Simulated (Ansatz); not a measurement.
# PtS4 (slab): what the fields show

Input

```
crystal:
  lattice:
    - [3.5713268724, 0.0, 0.0]
    - [-1.7856634362, 3.0928597967, 0.0]
    - [0.0, 0.0, 22.1433901852]
  atoms:
    - { symbol: S, position: [0.3333333333, 0.6666666667, 0.3387015239] }
    - { symbol: S, position: [0.6666666667, 0.3333333333, 0.4459621717] }
    - { symbol: Pt, position: [0.0, 0.0, 0.5] }
    - { symbol: S, position: [0.3333333333, 0.6666666667, 0.5540378283] }
    - { symbol: S, position: [0.6666666667, 0.3333333333, 0.6612984761] }
basis:
  ecutwfc: 420
kpoints:
  mp_grid: { grid: [12, 12, 1] }
hamiltonian:
  xc: pbesol
scf:
  occupations: { method: gaussian, width: 0.05 }
output:
  forces: true
  stress: true
  eigenvalues: true
  write_density: true
  write_potential: true
  elf: true
  volumetric_format: npy
efield:
  axis: 3
  dipole_correction: true
  ramp_width: 0.04
```

Run with:

```sh
ansatz run input.yaml --threads 2 --pin off --max-ram 4096MiB --backend cpu --events-out ev --progress --plain --runs-dir out
```

Not relaxed (largest force 0.8 eV/Å).

Computed with DFT PBEsol, scalar-relativistic, plane waves, PAW (Ansatz).

The density is the valence pseudo-density of a PAW calculation; it isn't the true density close to the nuclei.

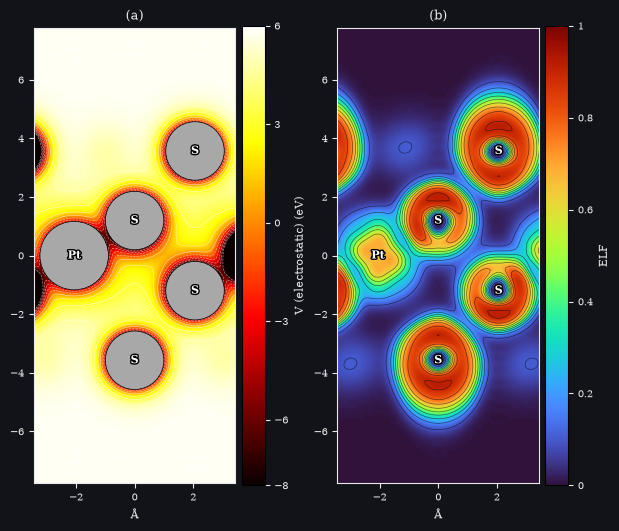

Figure 1. (a) electrostatic potential (local pseudopotential plus Hartree) felt by an electron; (b) ELF on the (110) plane of the calculation cell, a cut from vacuum to vacuum. Grey discs cover the atomic cores in the potential map.

What does the map show?

Answer.
- The plane passes through S and Pt nuclei.
- Pt–S (2.38 Å): the ELF peaks at about 0.90 in the valence shell of S, 0.8 Å from its nucleus, and is about 0.45 at the midpoint.
- The features right at Pt lie inside the PAW spheres, where the map follows smoothed inner orbitals and isn't to be read closely.
- Outside the cores the potential energy rises away from the atoms and is highest in the vacuum; its zero is arbitrary.

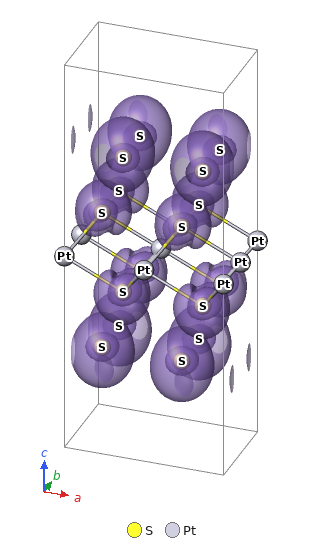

Figure 2. Isosurface of the electron localisation function at 0.75 (purple), seen at an oblique angle. Core shells and regions of very low density are left out. Sticks mark near contacts.

Identify the bonds, lone pairs and shells in this picture.

Answer. The ELF exceeds this value in four regions wrapped around S (the valence shell of each), counted in one cell of 5 atoms. Counts are for one cell; the picture repeats the cell along the surface.

Does the calculation make it a metal, or give it a gap?

Answer. It is gapless in this calculation (a metal or semimetal).
